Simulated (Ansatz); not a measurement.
## BaTiO₃: geometry relaxation (part 3 of 4)

BaTiO₃ (Pm-3m, 10 atoms in the cell); DFT with r2SCAN, PAW plane waves, spin-polarised (Ansatz 0.2.0); cutoff 500 eV, 4×4×6 k-mesh, Fermi–Dirac smearing, collinear spins. The structure derives from an entry of the Crystallography Open Database. Ba sits on the octahedral site here and Ti on the 12-fold one, the reverse of the real perovskite.

Geometry of the input (Å; fractional positions):
```
4.1364  4.1364  0.0000
4.1364  -4.1364  0.0000
0.0000  0.0000  4.1364
O  0.0000  0.0000  0.5000
O  0.5000  0.5000  0.5000
O  0.2500  0.2500  0.0000
O  0.7500  0.7500  0.0000
O  0.2500  0.7500  0.0000
O  0.7500  0.2500  0.0000
Ti -0.0000  0.5000  0.5000
Ti 0.5000  -0.0000  0.5000
Ba 0.0000  0.0000  0.0000
Ba 0.5000  0.5000  0.0000
```

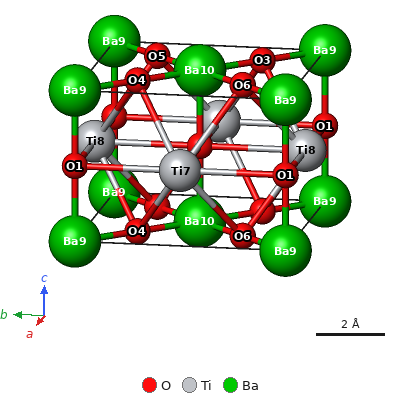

Fig. 1: The geometry at step 5 of the log (ball-and-stick view of the cell of the calculation, seen slightly off an axis; atoms are numbered from 1 in the order of the input).

What the program printed, continued:
```
SCF iter   1: F=-20337.714915 eV  HF=-20337.714882 eV  |F-HF|=3.28e-5  |Δ(HF+E_count)|=         —  Δρ=1.73e-5 (↑1.73e-5 ↓1.04e-5)  dr2=4.25e-8  dr2_τ=4.71e-8  dr2_m=2.01e-7  M=4.999 μB ∫|m|=5.200 μB  β_m=1.20  ethr=1.15e-8  ⟨swp⟩=3.4  Hψ=17299  notcnv=0
preconditioner: auto → Resta (q_TF=auto, 2.370 Å⁻¹)  ε∞=6.9  [insulator: Δε(μ)=0.590 eV  Ē_g=8.715 eV  σ=0.100 eV  W_gap=0.89  n_scr=38 (ndim 8)  ℏωp=21.1 eV  f_vac=0.002  D(μ)=0.56/eV (n_scr^D=0)  ε∞_Penn≈6.9]
spin=Collinear: Resta preconditioning applied to the charge; magnetization (m = ρ↑ − ρ↓) channel mixes plain (no charge-response kernel on spin).
SCF iter   2: F=-20337.714904 eV  HF=-20337.714902 eV  |F-HF|=2.27e-6  |Δ(HF+E_count)|=   1.95e-5  Δρ=7.71e-6 (↑5.92e-6 ↓7.71e-6)  dr2=2.11e-8  dr2_τ=3.55e-8  dr2_m=8.40e-9  M=4.999 μB ∫|m|=5.200 μB  β_m=1.20  ethr=5.31e-11  ⟨swp⟩=2.4  Hψ=4525  notcnv=0  κ⁻¹=1.0e0(r=1)
SCF iter   3: F=-20337.714904 eV  HF=-20337.714904 eV  |F-HF|=2.33e-7  |Δ(HF+E_count)|=   2.07e-6  Δρ=4.93e-6 (↑4.93e-6 ↓4.92e-6)  dr2=1.13e-8  dr2_τ=1.61e-8  dr2_m=2.53e-11  M=4.999 μB ∫|m|=5.200 μB  β_m=1.20  ethr=2.64e-11  ⟨swp⟩=2.0  Hψ=3894  notcnv=0  κ⁻¹=1.8e-2(r=2)
SCF iter   4: F=-20337.714904 eV  HF=-20337.714904 eV  |F-HF|=4.41e-8  |Δ(HF+E_count)|=   2.08e-7  Δρ=2.06e-6 (↑2.04e-6 ↓2.06e-6)  dr2=2.38e-9  dr2_τ=2.63e-9  dr2_m=1.79e-11  M=4.999 μB ∫|m|=5.200 μB  β_m=1.20  ethr=1.41e-11  ⟨swp⟩=2.0  Hψ=4305  notcnv=0  κ⁻¹=7.9e-3(r=3)
SCF iter   5: F=-20337.714904 eV  HF=-20337.714904 eV  |F-HF|=1.06e-10  |Δ(HF+E_count)|=   4.78e-8  Δρ=2.98e-7 (↑2.37e-7 ↓2.98e-7)  dr2=2.71e-10  dr2_τ=1.40e-11  dr2_m=7.28e-12  M=4.999 μB ∫|m|=5.200 μB  β_m=1.20  ethr=2.97e-12  ⟨swp⟩=2.0  Hψ=4367  notcnv=0  κ⁻¹=7.5e-4(r=4)
SCF iter   6: F=-20337.714904 eV  HF=-20337.714904 eV  |F-HF|=5.46e-11  |Δ(HF+E_count)|=  2.36e-10  Δρ=1.47e-7 (↑1.47e-7 ↓1.31e-7)  dr2=9.94e-11  dr2_τ=3.87e-12  dr2_m=9.30e-13  M=4.999 μB ∫|m|=5.200 μB  ethr=1.00e-12  ⟨swp⟩=5.5  Hψ=10391  notcnv=0
SCF 12 converged in 6 iterations: F = -20337.714904 eV  dr2 = 9.94e-11
relax step  12: F+E_penalty+E_count = -20337.71490412 eV  Δ(F+E_penalty+E_count) = -3.381e-4 eV  max|allowed force component| = 4.998e-29 eV/Å  Δτ_max = 0.0000 Å  P = -0.001 GPa  Ω = 186.138 Å³  stress off target by 2.22e-3 GPa  SCF on the basis re-selected at this cell (its energy is not comparable with the rows above)  (6 SCF iters)
basis re-selected at this cell: Δ(F+E_penalty+E_count) = -3.381e-4 eV, ΔP = -0.002 GPa vs the last step (what re-selecting the basis moved, of the pressure what is left beyond the Pulay correction that the steps carried, after the strain that the cell walked since its last selection, with what the two solves' SCF thresholds leave and, on support functions, any second-order correction that the steps lacked; it is no measure of the basis error at this ecutwfc). This SCF's stress stands 2.22e-3 GPa from its target on what of the cell is left free (relax.cell.stress_tol is 5.00e-2 GPa) and its largest allowed force component is 5.00e-29 eV/Å (relax.f_tol is 1.00e-2 eV/Å): within both
SCF converged after 6 iterations
Stability not checked: this state was not tested for a lower state beside it, because the mixer in use, unlike msr1, does not test its closes by its own steps (another_mixer; see scf.mixing.algorithm and scf.lower_state_search)
Magnetization: 4.9987 μB (42.4993 up, 37.5007 down)
Absolute magnetization: 5.1931 μB (∫|ρ↑−ρ↓|, with the PAW one-centre terms)
Spin contamination: 0.0403 ħ² per cell (⟨S²⟩ above its minimum at these occupations)
Per-site moments (μB) at R_I (Å): [(0.431069787625863, 0.9703035968717888), (0.431069787625863, 0.9703035968717888), (-0.014648935188418106, 0.9173605584511312), (-0.014648935188418123, 0.9173605584511307), (-0.01464893518841814, 0.9173605584511307), (-0.01464893518841814, 0.9173605584511307), (1.8588348210153913, 1.297343743347746), (1.8588348210153913, 1.297343743347746), (0.06662261719114267, 0.9173605584511307), (0.06662261719114276, 0.9173605584511312)]
Free energy (F): -20337.714904 eV
Harris-Foulkes:  -20337.714904 eV  (|F-HF|=5.46e-11)
Internal energy: -20337.685050 eV  (E = F + TS)
E sigma→0 (E₀):  -20337.699977 eV
Entropy (-TS):   -0.029854 eV (-2.985 meV/atom)
Fermi energy:    6.300801 eV
--- Per-component energies (eV) ---
  E_band       = -666.094927
  E_kinetic    = 1923.632626
  E_local      = -4923.422148  (includes V_loc(G=0)·N_el)
  E_nonlocal   = 433.471080
  E_hartree    = 1834.123007
  E_xc         = -933.567621
  E_vxc        = -1189.099148  (∫ρ·V_xc dr)
  E_paw        = -13579.842153  (= ΣΔE_a)
  E_vpaw       = -655.454726  (= ΣTr[D̂ρ^β])
  E_aug_tail   = 0.006109  (compensation charges beyond the density's cutoff)
  E_vtau       = 76.525392  (kinetic-family band-sum trace: ∫τ·v_τ [+ j·A + Jᵃ·Aᵃ] dr)
  E_ewald      = -5091.528222
  E_core_change = -0.557728  (= ΣΔE_core)
  E_smearing   = -0.029854  (= −TS)
  E_closure    = 0.000000  (closes the sum)
  Σ components = -20337.714904   (vs F -20337.714904, Δ=0.00e0)
--- Forces (eV/Å), atoms counted from 1 ---
  atom   1  O      0.00000000     0.00000000     0.00000000
  atom   2  O      0.00000000     0.00000000     0.00000000
  atom   3  O     -0.00000000     0.00000000     0.00000000
  atom   4  O      0.00000000     0.00000000     0.00000000
  atom   5  O      0.00000000    -0.00000000     0.00000000
  atom   6  O      0.00000000     0.00000000     0.00000000
  atom   7  Ti     0.00000000     0.00000000    -0.00000000
  atom   8  Ti     0.00000000     0.00000000    -0.00000000
  atom   9  Ba     0.00000000     0.00000000    -0.00000000
  atom  10  Ba    -0.00000000     0.00000000    -0.00000000
  max |Σ_I F_I| component: 4.28e-29 eV/Å
--- Stress (GPa, compression-positive) ---
       -0.000449      -0.000000       0.000000
        0.000000      -0.000449       0.000000
        0.000000       0.000000      -0.002216
  P = ⅓ Tr σ = -0.0010 GPa (-0.010 kbar)
--- Band table (eV; the first three rows and the last of 48) ---
  k-point 0 ↑: bands = ["-54.1739", "-54.1738", "-29.4891", "-29.4889", "-29.4685", "-29.4685", "-29.4664", "-29.4664", "-19.5381", "-19.1730", "-12.6416", "-12.6416", "-11.8017", "-11.6697", "-11.4140", "-10.6959", "-5.4651", "-5.4651", "-4.9674", "-4.7840", "-1.8777", "-1.8777", "2.0499", "2.3823", "3.5050", "3.5050", "3.8264", "3.9675", "4.0850", "4.0850", "4.1086", "4.1086", "4.2084", "4.3992", "4.3992", "4.8652", "5.2234", "5.2640", "5.6207", "5.7725", "5.8038", "6.0338", "6.8575", "7.2351", "7.2351", "7.2873", "7.3092", "7.3812", "7.3812", "7.5960", "7.5960"]
  k-point 1 ↑: bands = ["-54.1739", "-54.1738", "-29.4894", "-29.4891", "-29.4685", "-29.4685", "-29.4664", "-29.4664", "-19.5178", "-19.1501", "-12.6402", "-12.6402", "-11.8006", "-11.7829", "-11.6137", "-10.7883", "-5.4558", "-5.4558", "-4.4735", "-4.2873", "-1.8594", "-1.8594", "2.1175", "2.3836", "3.1453", "3.1453", "3.7353", "3.7433", "4.0428", "4.0660", "4.0660", "4.3080", "4.3080", "4.4531", "4.4531", "4.8970", "5.2217", "5.3057", "5.3936", "5.4159", "5.6095", "5.7664", "7.2915", "7.2915", "7.2941", "7.2944", "7.3179", "7.3854", "7.3854", "7.4977", "7.4977"]
  k-point 2 ↑: bands = ["-54.1739", "-54.1738", "-29.4900", "-29.4895", "-29.4684", "-29.4684", "-29.4664", "-29.4664", "-19.4762", "-19.1031", "-12.6374", "-12.6374", "-12.0339", "-11.9708", "-11.7981", "-10.8987", "-5.4369", "-5.4369", "-3.3985", "-3.1765", "-1.8217", "-1.8217", "2.2623", "2.3862", "2.7313", "2.7313", "3.1243", "3.2819", "3.8003", "4.0295", "4.0295", "4.1354", "4.1354", "4.2216", "4.4819", "4.8431", "4.8431", "4.9704", "5.3909", "5.5780", "5.6445", "5.6820", "7.2705", "7.2705", "7.2782", "7.3015", "7.3015", "7.3355", "7.5276", "7.5276", "8.2778"]
  k-point 23 ↓: bands = ["-52.2367", "-52.2367", "-27.4554", "-27.4554", "-27.4241", "-27.4241", "-27.4215", "-27.4215", "-19.1848", "-19.1848", "-12.6705", "-12.6705", "-11.3800", "-11.3800", "-11.2737", "-11.2737", "-5.3118", "-5.3118", "-2.4303", "-2.4303", "-1.8913", "-1.8913", "2.4197", "2.4197", "2.9055", "2.9055", "3.6101", "3.6101", "4.0523", "4.0523", "4.0569", "4.0569", "4.1949", "4.1949", "4.7685", "4.7685", "5.1283", "5.1283", "7.1668", "7.1668", "8.2532", "8.2532", "8.5504", "8.5504", "8.7222", "8.7222", "9.3674", "9.3674", "9.6277", "9.6277", "11.0894"]
--- Relaxed structure (10 steps of the walk, 10 accepted, 2 SCFs on fresh bases) ---
  F+E_penalty+E_count = -20337.71490412 eV   max|allowed force component| = 4.998e-29 eV/Å   (the final SCF, on the basis selected at the relaxed cell)
  cell:  # Å, volume = 186.1384 Å³
    - [4.447808768247908, 4.447808768247907, 0.0]
    - [4.447808768247908, -4.447808768247907, 0.0]
    - [0.0, 0.0, 4.704502287863218]
  atoms:
    - { symbol: O, position: [1.525843666699159e-35, 3.2286408382506505e-35, 0.5] }
    - { symbol: O, position: [0.5, 0.5, 0.5] }
    - { symbol: O, position: [0.25, 0.25, 2.1825017491146714e-37] }
    - { symbol: O, position: [0.7500000000000001, 0.7500000000000001, 2.1825017491146714e-37] }
    - { symbol: O, position: [0.25, 0.75, 2.1825017491146714e-37] }
    - { symbol: O, position: [0.75, 0.25, 2.1825017491146714e-37] }
    - { symbol: Ti, position: [0.0, 0.5, 0.5] }
    - { symbol: Ti, position: [0.5, 0.0, 0.5] }
    - { symbol: Ba, position: [1.9167775432363378e-35, 3.674155019760399e-35, 1.309501049468803e-36] }
    - { symbol: Ba, position: [0.5, 0.5, 1.309501049468803e-36] }
--- Löwdin populations: 10 sites ---
  site symbol       q [e]    m [muB]
     0      O      7.0069     0.4375
     1      O      7.0069     0.4375
     2      O      7.0030    -0.0156
     3      O      7.0030    -0.0156
     4      O      7.0030    -0.0156
     5      O      7.0030    -0.0156
     6     Ti     10.6666     2.0159
     7     Ti     10.6666     2.0159
     8     Ba      7.8010     0.0763
     9     Ba      7.8010     0.0763
  spilling = 0.012984 (of n_electrons = 80.000000)
--- Bader charges: 10 sites ---
  site symbol  charge [e]  shift [e]    m [muB]
     0      O     -1.1543     0.0001     0.4484
     1      O     -1.1543     0.0001     0.4484
     2      O     -1.0722     0.0008     0.0061
     3      O     -1.0722     0.0008     0.0061
     4      O     -1.0722     0.0008     0.0061
     5      O     -1.0722     0.0008     0.0061
     6     Ti      1.5908     0.0000     1.9585
     7     Ti      1.5908     0.0000     1.9585
     8     Ba      1.7079     0.0016     0.0802
     9     Ba      1.7079     0.0016     0.0802
  estimated error of the sums over rays = 3.6e-4 e
```

Trajectory as extended XYZ (Å, eV, eV/Å), 12 frames, from step=1 to step=12:
```
10
Lattice="4.1364 4.1364 0.0000 4.1364 -4.1364 0.0000 0.0000 0.0000 4.1364" Properties=species:S:1:pos:R:3:forces:R:3 step=1 energy=-20333.87437 pressure_GPa=35.12
O     0.0000    0.0000    2.0682    0.0000   0.0000   0.0000
O     4.1364    0.0000    2.0682    0.0000   0.0000   0.0000
O     2.0682    0.0000    0.0000    0.0000   0.0000   0.0000
O     6.2047    0.0000    0.0000    0.0000   0.0000   0.0000
O     4.1364   -2.0682    0.0000    0.0000   0.0000   0.0000
O     4.1364    2.0682    0.0000    0.0000   0.0000   0.0000
Ti    2.0682   -2.0682    2.0682    0.0000   0.0000   0.0000
Ti    2.0682    2.0682    2.0682    0.0000   0.0000   0.0000
Ba    0.0000    0.0000    0.0000    0.0000   0.0000   0.0000
Ba    4.1364    0.0000    0.0000    0.0000   0.0000   0.0000
10
Lattice="4.3258 4.3258 0.0000 4.3258 -4.3258 0.0000 0.0000 0.0000 4.3381" Properties=species:S:1:pos:R:3:forces:R:3 step=2 energy=-20336.83002 pressure_GPa=12.77
O     0.0000    0.0000    2.1690    0.0000   0.0000   0.0000
O     4.3258    0.0000    2.1690    0.0000   0.0000   0.0000
O     2.1629    0.0000    0.0000    0.0000   0.0000   0.0000
O     6.4887    0.0000    0.0000    0.0000   0.0000   0.0000
O     4.3258   -2.1629    0.0000    0.0000   0.0000   0.0000
O     4.3258    2.1629    0.0000    0.0000   0.0000   0.0000
Ti    2.1629   -2.1629    2.1690    0.0000   0.0000   0.0000
Ti    2.1629    2.1629    2.1690    0.0000   0.0000   0.0000
Ba    0.0000    0.0000    0.0000    0.0000   0.0000   0.0000
Ba    4.3258    0.0000    0.0000    0.0000   0.0000   0.0000
10
Lattice="4.4476 4.4476 0.0000 4.4476 -4.4476 0.0000 0.0000 0.0000 4.4787" Properties=species:S:1:pos:R:3:forces:R:3 step=3 energy=-20337.54367 pressure_GPa=3.39
O     0.0000    0.0000    2.2394    0.0000   0.0000   0.0000
O     4.4476    0.0000    2.2394    0.0000   0.0000   0.0000
O     2.2238    0.0000    0.0000    0.0000   0.0000   0.0000
O     6.6714    0.0000    0.0000    0.0000   0.0000   0.0000
O     4.4476   -2.2238    0.0000    0.0000   0.0000   0.0000
O     4.4476    2.2238    0.0000    0.0000   0.0000   0.0000
Ti    2.2238   -2.2238    2.2394    0.0000   0.0000   0.0000
Ti    2.2238    2.2238    2.2394    0.0000   0.0000   0.0000
Ba    0.0000    0.0000    0.0000    0.0000   0.0000   0.0000
Ba    4.4476    0.0000    0.0000    0.0000   0.0000   0.0000
10
Lattice="4.4885 4.4885 0.0000 4.4885 -4.4885 0.0000 0.0000 0.0000 4.5503" Properties=species:S:1:pos:R:3:forces:R:3 step=4 energy=-20337.62499 pressure_GPa=0.58
O     0.0000    0.0000    2.2752    0.0000   0.0000   0.0000
O     4.4885    0.0000    2.2752    0.0000   0.0000   0.0000
O     2.2442    0.0000    0.0000    0.0000   0.0000   0.0000
O     6.7327    0.0000    0.0000    0.0000   0.0000   0.0000
O     4.4885   -2.2442    0.0000    0.0000   0.0000   0.0000
O     4.4885    2.2442    0.0000    0.0000   0.0000   0.0000
Ti    2.2442   -2.2442    2.2752    0.0000   0.0000   0.0000
Ti    2.2442    2.2442    2.2752    0.0000   0.0000   0.0000
Ba    0.0000    0.0000    0.0000    0.0000   0.0000   0.0000
Ba    4.4885    0.0000    0.0000    0.0000   0.0000   0.0000
10
Lattice="4.4905 4.4905 0.0000 4.4905 -4.4905 0.0000 0.0000 0.0000 4.5985" Properties=species:S:1:pos:R:3:forces:R:3 step=5 energy=-20337.64252 pressure_GPa=-0.23
O     0.0000    0.0000    2.2993    0.0000   0.0000   0.0000
O     4.4905    0.0000    2.2993    0.0000   0.0000   0.0000
O     2.2453    0.0000    0.0000    0.0000   0.0000   0.0000
O     6.7358    0.0000    0.0000    0.0000   0.0000   0.0000
O     4.4905   -2.2453    0.0000    0.0000   0.0000   0.0000
O     4.4905    2.2453    0.0000    0.0000   0.0000   0.0000
Ti    2.2453   -2.2453    2.2993    0.0000   0.0000   0.0000
Ti    2.2453    2.2453    2.2993    0.0000   0.0000   0.0000
Ba    0.0000    0.0000    0.0000    0.0000   0.0000   0.0000
Ba    4.4905    0.0000    0.0000    0.0000   0.0000   0.0000
10
Lattice="4.4678 4.4678 0.0000 4.4678 -4.4678 0.0000 0.0000 0.0000 4.7168" Properties=species:S:1:pos:R:3:forces:R:3 step=6 energy=-20337.65848 pressure_GPa=-1.20
O     0.0000    0.0000    2.3584    0.0000   0.0000   0.0000
O     4.4678    0.0000    2.3584    0.0000   0.0000   0.0000
O     2.2339    0.0000    0.0000    0.0000   0.0000   0.0000
O     6.7017    0.0000    0.0000    0.0000   0.0000   0.0000
O     4.4678   -2.2339    0.0000    0.0000   0.0000   0.0000
O     4.4678    2.2339    0.0000    0.0000   0.0000   0.0000
Ti    2.2339   -2.2339    2.3584    0.0000   0.0000   0.0000
Ti    2.2339    2.2339    2.3584    0.0000   0.0000   0.0000
Ba    0.0000    0.0000    0.0000    0.0000   0.0000   0.0000
Ba    4.4678    0.0000    0.0000    0.0000   0.0000   0.0000
10
Lattice="4.4496 4.4496 0.0000 4.4496 -4.4496 0.0000 0.0000 0.0000 4.6875" Properties=species:S:1:pos:R:3:forces:R:3 step=7 energy=-20337.67105 pressure_GPa=-0.16
O     0.0000    0.0000    2.3438    0.0000   0.0000   0.0000
O     4.4496    0.0000    2.3438    0.0000   0.0000   0.0000
O     2.2248    0.0000    0.0000    0.0000   0.0000   0.0000
O     6.6745    0.0000    0.0000    0.0000   0.0000   0.0000
O     4.4496   -2.2248    0.0000    0.0000   0.0000   0.0000
O     4.4496    2.2248    0.0000    0.0000   0.0000   0.0000
Ti    2.2248   -2.2248    2.3438    0.0000   0.0000   0.0000
Ti    2.2248    2.2248    2.3438    0.0000   0.0000   0.0000
Ba    0.0000    0.0000    0.0000    0.0000   0.0000   0.0000
Ba    4.4496    0.0000    0.0000    0.0000   0.0000   0.0000
10
Lattice="4.4459 4.4459 0.0000 4.4459 -4.4459 0.0000 0.0000 0.0000 4.6859" Properties=species:S:1:pos:R:3:forces:R:3 step=8 energy=-20337.67142 pressure_GPa=-0.00
O     0.0000    0.0000    2.3430    0.0000   0.0000   0.0000
O     4.4459    0.0000    2.3430    0.0000   0.0000   0.0000
O     2.2230    0.0000    0.0000    0.0000   0.0000   0.0000
O     6.6689    0.0000    0.0000    0.0000   0.0000   0.0000
O     4.4459   -2.2230    0.0000    0.0000   0.0000   0.0000
O     4.4459    2.2230    0.0000    0.0000   0.0000   0.0000
Ti    2.2230   -2.2230    2.3430    0.0000   0.0000   0.0000
Ti    2.2230    2.2230    2.3430    0.0000   0.0000   0.0000
Ba    0.0000    0.0000    0.0000    0.0000   0.0000   0.0000
Ba    4.4459    0.0000    0.0000    0.0000   0.0000   0.0000
10
Lattice="4.4459 4.4459 0.0000 4.4459 -4.4459 0.0000 0.0000 0.0000 4.6859" Properties=species:S:1:pos:R:3:forces:R:3 step=9 energy=-20337.71357 pressure_GPa=0.32
O     0.0000    0.0000    2.3430    0.0000   0.0000   0.0000
O     4.4459    0.0000    2.3430    0.0000   0.0000   0.0000
O     2.2230    0.0000    0.0000    0.0000   0.0000   0.0000
O     6.6689    0.0000    0.0000    0.0000   0.0000   0.0000
O     4.4459   -2.2230    0.0000    0.0000   0.0000   0.0000
O     4.4459    2.2230    0.0000    0.0000   0.0000   0.0000
Ti    2.2230   -2.2230    2.3430    0.0000   0.0000   0.0000
Ti    2.2230    2.2230    2.3430    0.0000   0.0000   0.0000
Ba    0.0000    0.0000    0.0000    0.0000   0.0000   0.0000
Ba    4.4459    0.0000    0.0000    0.0000   0.0000   0.0000
10
Lattice="4.4478 4.4478 0.0000 4.4478 -4.4478 0.0000 0.0000 0.0000 4.7026" Properties=species:S:1:pos:R:3:forces:R:3 step=10 energy=-20337.71458 pressure_GPa=0.03
O     0.0000    0.0000    2.3513    0.0000   0.0000   0.0000
O     4.4478    0.0000    2.3513    0.0000   0.0000   0.0000
O     2.2239    0.0000    0.0000    0.0000   0.0000   0.0000
O     6.6717    0.0000    0.0000    0.0000   0.0000   0.0000
O     4.4478   -2.2239    0.0000    0.0000   0.0000   0.0000
O     4.4478    2.2239    0.0000    0.0000   0.0000   0.0000
Ti    2.2239   -2.2239    2.3513    0.0000   0.0000   0.0000
Ti    2.2239    2.2239    2.3513    0.0000   0.0000   0.0000
Ba    0.0000    0.0000    0.0000    0.0000   0.0000   0.0000
Ba    4.4478    0.0000    0.0000    0.0000   0.0000   0.0000
```
